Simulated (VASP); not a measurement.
```
Cd O
1.0
     3.59208    0.00000    0.00000
    -1.79604    3.11083    0.00000
     0.00000    0.00000    2.99888
Cd O
1 2
Direct
  0.00000 0.00000 0.00000
  0.33333 0.66667 0.50000
  0.66667 0.33333 0.50000
```

Space group P6/mmm; a generated structure, not necessarily the stable one.

These are results of Kohn-Sham DFT of a periodic cell, r2SCAN, VASP PAW PBE potentials, recommended (VASP 6.6.1), not measurements.

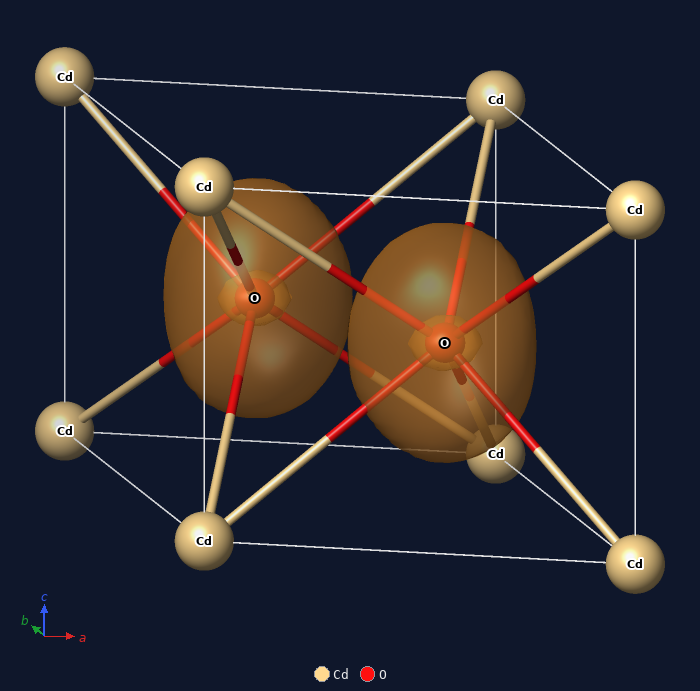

CdO₂. Isosurface of the electron localisation function at 0.65 (orange), seen slightly off an axis. Only the valence region is drawn (cores and ρ < 0.01 e/Å³ removed). Sticks mark near contacts.

Core electrons are frozen (PAW), and the valence fields are smoothed inside the atomic spheres.

Where are the electrons localised?

The ELF exceeds this value in two regions wrapped around O (the valence shell of each), counted in one cell of 3 atoms. Regions shared between cells count once. Along the contacts the grid gives the following. Cd–O (2.56 Å): the ELF is about 0.05 at the midpoint (no localised pair shows between them).
